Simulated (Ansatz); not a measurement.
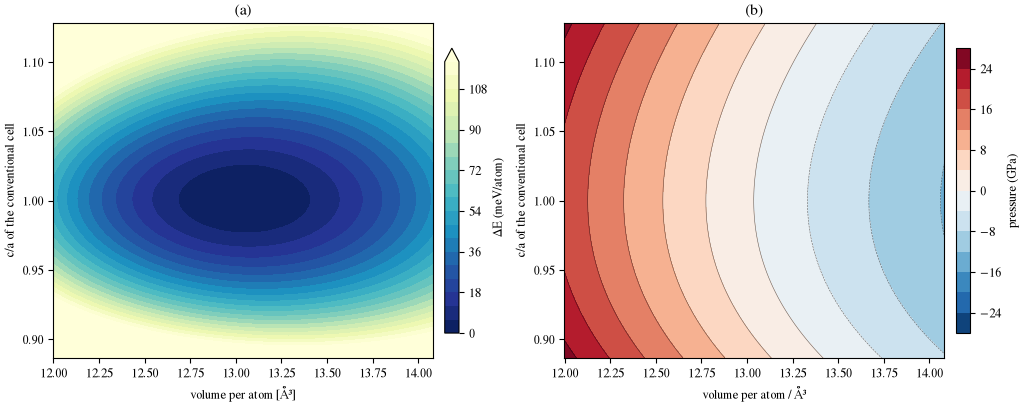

KTaO3 (Pm-3m, No. 221; 5 atoms in the cell). The energy is mapped over volume and the cell's shape. First axis: volume per atom. Second axis: c/a of the conventional cell. Nothing is relaxed (symmetry fixes all fractional coordinates). The scan uses a 5 × 5 grid. Points are written as (first, second). Energies: meV/atom, counted from the lowest grid point. The calculation used DFT PBE, scalar-relativistic, plane waves, PAW in Ansatz 0.2.0. Settings: cutoff 520 eV, k-mesh 8×8×8, gaussian smearing 0.05 eV, no spin polarisation.

Panel (a) is the energy and panel (b) the computed pressure on the same grid.

Drawn: filled contours, one colour for all values above the top of the scale. Between grid points the surface is interpolated.

### How does the pressure vary over the map, and what is it at the lowest grid point?

It runs from −12.2 GPa at (14.08 Å³, 1.000) to 25.6 GPa at (12.00 Å³, 0.886). At the lowest grid point, (13.04 Å³, 1.000), it is 0.0 GPa. The pressure is minus the slope of the energy with volume, so it vanishes at the true minimum, which need not be a grid point.

| c/a of the conventional cell ↓, volume per atom → | 12.00 | 12.52 | 13.04 | 13.56 | 14.08 |
| --- | --- | --- | --- | --- | --- |
| 1.128 | 25.0 | 13.9 | 4.9 | −2.3 | −8.2 |
| 1.062 | 20.4 | 9.8 | 1.2 | −5.7 | −11.2 |
| 1.000 | 18.8 | 8.4 | 0.0 | −6.8 | −12.2 |
| 0.942 | 20.5 | 9.8 | 1.3 | −5.6 | −11.1 |
| 0.886 | 25.6 | 14.4 | 5.4 | −1.9 | −7.7 |
